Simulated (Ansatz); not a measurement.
## Run report: SiC, geometry relaxation (part 3 of 3)

SiC (slab, 8 atoms in the cell); DFT PBE, scalar-relativistic, plane waves, PAW, PAW set soft_1, no spin polarisation (Ansatz 0.2.0); cutoff 420 eV, 9×9×1 k-mesh, Gaussian smearing of 0.05 eV. The structure derives from an entry of the Crystallography Open Database. The input holds or restrains some coordinates. Forces given for the steps count only the free coordinates.

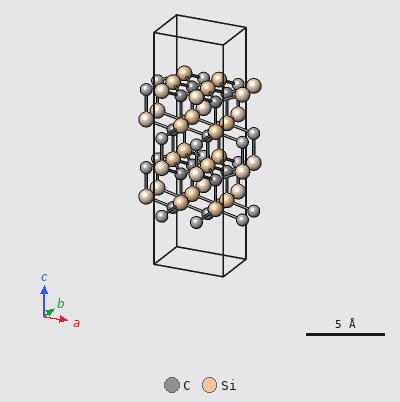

*The geometry at step 5 of the log (ball-and-stick view of the 2 × 2 repeat of the cell, with the vacuum cut short, seen slightly off an axis; neighbours outside the cell are drawn fainter).*

### The input
```yaml
crystal:
  lattice:
    - [3.092014744, 0.0, 0.0]
    - [-1.546007372, 2.6777633172, 0.0]
    - [0.0, 0.0, 22.2405341912]
  atoms:
    - { symbol: C, position: [0.3333333333, 0.6666666667, 0.3147406416] }
    - { symbol: Si, position: [0.6666666667, 0.3333333333, 0.3430584306] }
    - { symbol: C, position: [0.6666666667, 0.3333333333, 0.4288076175] }
    - { symbol: Si, position: [0.3333333333, 0.6666666667, 0.4571254065] }
    - { symbol: C, position: [0.3333333333, 0.6666666667, 0.5428745935] }
    - { symbol: Si, position: [0.6666666667, 0.3333333333, 0.5711923825] }
    - { symbol: C, position: [0.6666666667, 0.3333333333, 0.6569415694] }
    - { symbol: Si, position: [0.3333333333, 0.6666666667, 0.6852593584] }
basis:
  ecutwfc: 420
kpoints:
  mp_grid: { grid: [9, 9, 1] }
hamiltonian:
  xc: pbe
  pseudopotentials: { kind: paw, azcp: { folder: soft_1 } }
scf:
  occupations: { method: gaussian, width: 0.05 }
output:
  forces: true
  eigenvalues: true
  write_density: true
  write_potential: true
  elf: true
  volumetric_format: npy
relax:
  adjacent_minimum: "off"
  f_tol: 0.03
  max_steps: 50
  constraints: [{ sites: [0, 1, 2, 3] }]
efield:
  axis: 3
  dipole_correction: true
  ramp_width: 0.04
```

Command:
```bash
ansatz run input.yaml --threads 4 --pin off --max-ram 12288MiB --backend cpu --events-out ev --progress --plain --runs-dir out
```

### Summary

```tsv
quantity	value
outcome	converged under the restraints of the input
electrons treated	32
free energy	−3544.4015 eV
work function, top face	4.25 eV
work function, bottom face	6.63 eV
Fermi energy	1.733 eV
gap on the k-point mesh	none (metallic)
final volume	184.14 Å³
work function (upper face)	4.25 eV
largest force (length of the vector) at the end, held atoms and coordinates included	3.021 eV/Å
hardware	4 threads of Arm Neoverse V2, 24 GiB of memory available, shared host
wall time	12 s (CPU time 44 s)
peak memory	0.45 GiB
```
